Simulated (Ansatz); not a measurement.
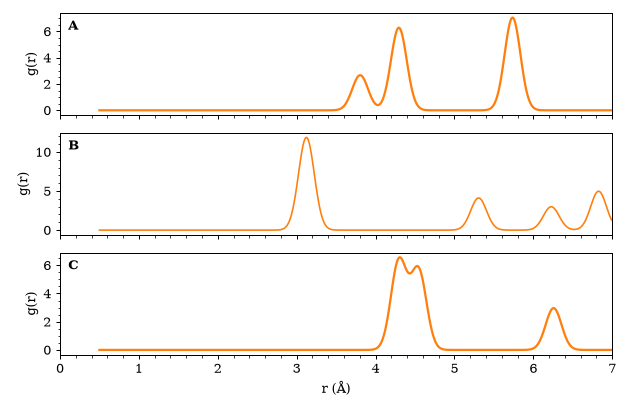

Partial pair correlation functions g(r) computed from the static structure of KCl, each distance broadened by a Gaussian of σ = 0.10 Å. It is based on the geometry relaxed with DFT PBEsol, scalar-relativistic, plane waves, PAW (Ansatz); the starting structure was generated, so it need not be a known form of this composition.

```yaml
crystal:
  lattice:
    - [4.29579, 0.00000, 0.00000]
    - [-2.14790, 3.72027, 0.00000]
    - [0.00000, 0.00000, 7.62435]
  atoms:
    - { symbol: K, position: [0.33333, 0.66667, 0.75000] }
    - { symbol: Cl, position: [0.00000, 0.00000, 0.00000] }
    - { symbol: K, position: [0.66667, 0.33333, 0.25000] }
    - { symbol: Cl, position: [0.00000, 0.00000, 0.50000] }
```

### Which pair of elements belongs to which panel?

panel A is Cl–Cl (first distance 3.81 Å); panel B is K–Cl (first distance 3.13 Å); panel C is K–K (first distance 4.30 Å).

### Give the first two coordination shells of each pair (distances closer than 0.12 Å counted as one shell; neighbours averaged over all atoms of the first element).

```tsv
pair	first shell (Å)	neighbours in it	second shell (Å)	neighbours in the second
Cl–Cl	3.81	2 Cl per Cl	4.30	6
K–Cl	3.13	6 Cl per K	5.31	6
K–K	4.30	6 K per K	4.55	6
```
